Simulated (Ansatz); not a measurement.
System: Mo$_{11}$S$_{25}$ (cell with a defect).

```cif
data_structure
_symmetry_space_group_name_H-M 'P 1'
_symmetry_Int_Tables_number 1
_cell_length_a 9.1566
_cell_length_b 9.1566
_cell_length_c 9.1566
_cell_angle_alpha 73.133
_cell_angle_beta 73.133
_cell_angle_gamma 73.133
_cell_volume 685.07
loop_
_atom_site_label
_atom_site_type_symbol
_atom_site_fract_x
_atom_site_fract_y
_atom_site_fract_z
_atom_site_occupancy
S1 S 0.26941 0.33381 0.39873 1
Mo1 Mo 0.99737 0.50519 0.49887 1
Mo2 Mo 0.67163 0.16994 0.16029 1
Mo3 Mo 0.50526 0.99347 0.50318 1
Mo4 Mo 0.16478 0.67425 0.16279 1
Mo5 Mo 0.83367 0.83600 0.33200 1
Mo6 Mo 0.50765 0.49758 0.99626 1
Mo7 Mo 0.16910 0.16240 0.67077 1
Mo8 Mo 0.83773 0.33383 0.83021 1
Mo9 Mo 0.33600 0.83163 0.83435 1
Mo10 Mo 0.00303 0.00201 0.99740 1
Mo11 Mo 0.67059 0.66563 0.66491 1
S2 S 0.26137 0.07988 0.42570 1
S3 S 0.92434 0.25445 0.58555 1
S4 S 0.58900 0.92533 0.25308 1
S5 S 0.42393 0.75043 0.59035 1
S6 S 0.08586 0.43110 0.24970 1
S7 S 0.75484 0.59025 0.41866 1
S8 S 0.43135 0.25665 0.08254 1
S9 S 0.09072 0.91908 0.75513 1
S10 S 0.75987 0.08886 0.91645 1
S11 S 0.25858 0.58621 0.92271 1
S12 S 0.91969 0.75970 0.08582 1
S13 S 0.59363 0.42046 0.75031 1
S14 S 0.07760 0.91731 0.24407 1
S15 S 0.74530 0.08148 0.40936 1
S16 S 0.41495 0.74222 0.07901 1
S17 S 0.24225 0.58793 0.40670 1
S18 S 0.91756 0.24720 0.07435 1
S19 S 0.58493 0.41077 0.23666 1
S20 S 0.24926 0.07731 0.91328 1
S21 S 0.91289 0.74849 0.57730 1
S22 S 0.58220 0.90793 0.74828 1
S23 S 0.08244 0.41318 0.74365 1
S24 S 0.75147 0.57877 0.90810 1
S25 S 0.41820 0.23662 0.58234 1
```

Computed without spin polarisation.

These are results of Ansatz 0.2.0, DFT PBE+D3(BJ), scalar-relativistic, plane waves, PAW, not measurements.

Predict the valence pseudo-density and electron localisation function between the atoms.

Mo–S (2.60 Å): ρ is about 0.4 e/Å³ halfway; the ELF peaks at about 0.80 in the valence shell of S, 0.8 Å from its nucleus, and is about 0.30 at the midpoint.

Does the calculation make it a metal, or give it a gap?

It is gapped, with a Kohn–Sham gap of 0.49 eV on the k-point mesh, an upper bound to the gap of this method.

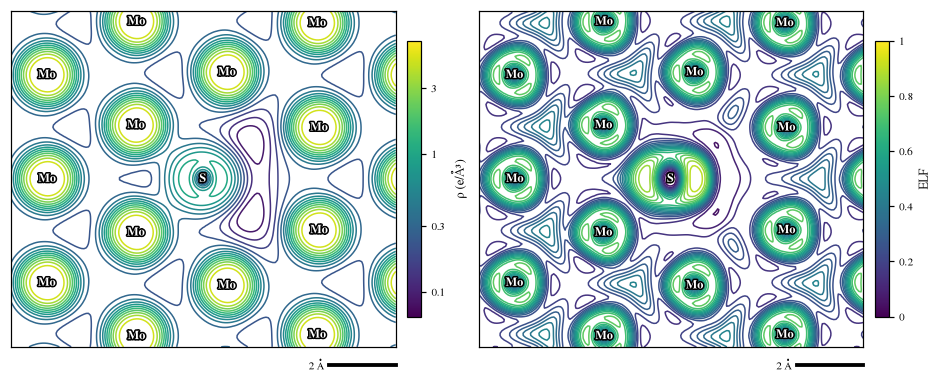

Computed valence pseudo-density and electron localisation function on the (111) plane of the calculation cell, in this order. 

In a PAW calculation such maps are meaningful between the atoms, not at the nuclei.
